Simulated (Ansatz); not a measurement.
Eu

```
Eu
1.0
    -4.51547    4.51547    4.51547
     2.25773   -2.25773    2.25773
     2.25773    2.25773   -2.25773
Eu
2
Direct
  0.00000 0.00000 0.00000
  0.50000 0.00000 0.00000
```

Space group Im-3m; not the lowest SCF solution found, which lies 11 meV/atom lower; site moments Eu: +7.0 μB and −7.0 μB in one cell of 2 atoms (antiferromagnetic in this solution, which needn't be the ground state, with some nearest magnetic neighbours parallel and some opposed); no Hubbard U on the f states and no spin–orbit coupling; spin-polarised.

Method: Ansatz, DFT, PAW plane waves, PBE.

Question: Predict the electron localisation function between the atoms.

Answer: Eu–Eu (3.91 Å): the ELF is about 0.10 at the midpoint (no shared electron pair shows on this line).

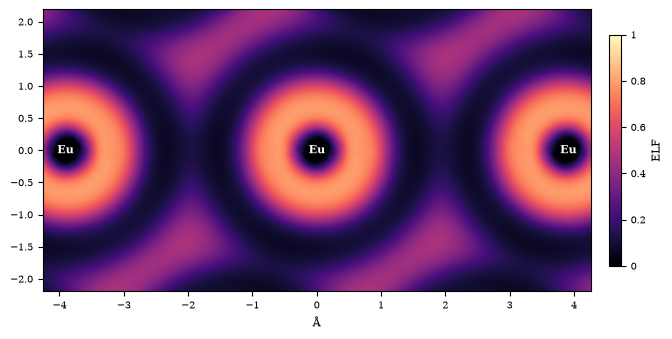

Computed electron localisation function on the (011̄) plane of the calculation cell. 
